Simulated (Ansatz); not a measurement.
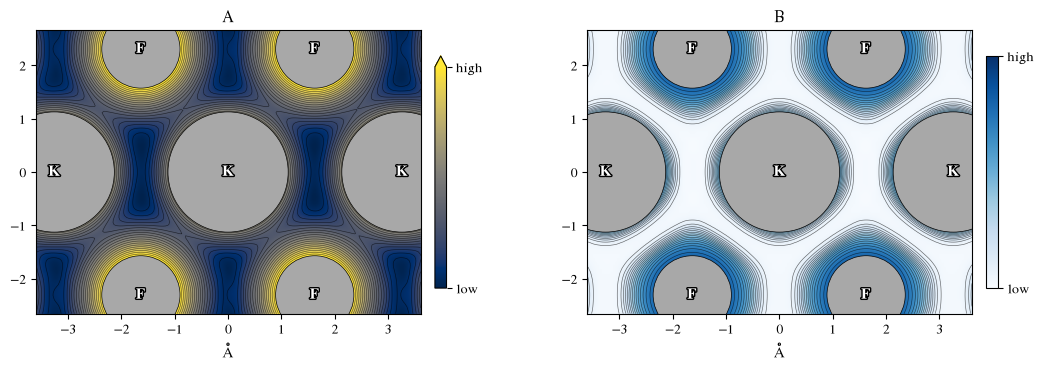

KF: 2 fields on the (11̄0) plane of the standardised cell, with unlabelled colour scales. Grey discs cover the atomic cores.

Space group P1; a structure from a database of computed crystals, not necessarily the ambient phase; changed on purpose from its base cell (atoms moved at random by about 0.1 A).

The calculation used Kohn-Sham DFT of a periodic cell, PBE with D3(BJ), Ansatz PAW (Ansatz).

Question: Which field does each panel show? The fields are: electron localisation function and valence pseudo-density.

Answer: Panel A: valence pseudo-density. Panel B: electron localisation function. From the grid: K–F (2.83 Å): the density is about 0.09 e/Å³ at the midpoint; the ELF is about 0 at the midpoint: a largely ionic contact.
